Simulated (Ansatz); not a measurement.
CuSbSe$_{4}$

```
Cu Sb Se
1.0
     6.73251    0.00000   -0.03985
     0.00000    3.68053    0.00000
    -1.24336    0.00000    7.59436
Cu Sb Se
1 1 4
Direct
  0.00000 0.00000 0.00000
  0.50000 0.50000 0.00000
  0.43974 0.00000 0.23619
  0.89703 0.50000 0.16084
  0.10297 0.50000 0.83916
  0.56026 0.00000 0.76381
```

Space group P2/m; a structure from a database of computed crystals, not necessarily the ambient phase; a generated structure, not necessarily the stable one; not relaxed (largest force 0.3 eV/Å); computed without spin polarisation.

Level of theory: DFT r2SCAN, scalar-relativistic, plane waves, PAW (Ansatz 0.2.0).

Core electrons are frozen (PAW), and the valence fields are smoothed inside the atomic spheres.

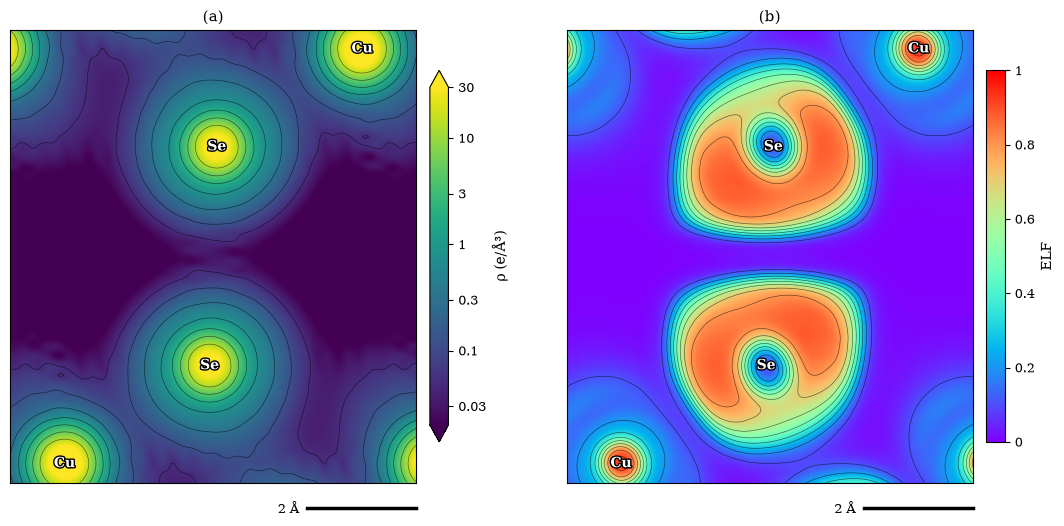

Figure 1. (a) valence charge density (pseudo); (b) electron localisation function on the (010) plane of the conventional cell.

**What does the map show?**

- The section cuts through Cu and Se sites.
- The density dies away to nearly zero in the voids.
- The features right at Cu lie inside the PAW spheres, where the map follows smoothed inner orbitals and isn't to be read closely.

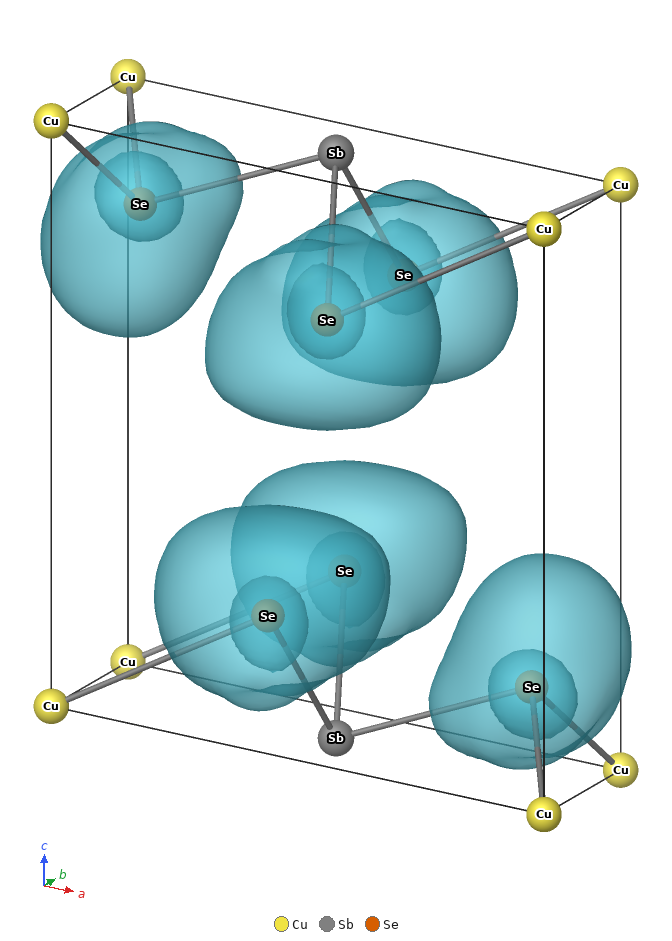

Figure 2. Isosurface of the ELF at 0.65 (cyan), seen slightly off an axis. Core shells and regions of very low density are left out. Sticks mark near contacts.

**Describe the localisation domains.**

At this value the surface marks out two regions on Se in which the atom's valence shell and bonds are merged and two regions wrapped around Se (the valence shell of each), counted in one cell of 6 atoms. Any copies at cell faces, edges or corners count once. Along the contacts the grid gives the following. Cu–Se (2.38 Å): the ELF is about 0.60 at the midpoint. Sb–Se (2.66 Å): the ELF is about 0.65 at the midpoint.

**What Bader charges does the calculation give?**

Electrons move from Cu and Sb towards Se. Bader charges: Cu +0.54, Sb +1.26 and Se −0.55 to −0.36 e.

**Metal or insulator at this level of theory?**

It is metallic or semimetallic at this level of theory: no gap opens; semilocal functionals without U, or without the true magnetic order, often close the gap of such compounds.
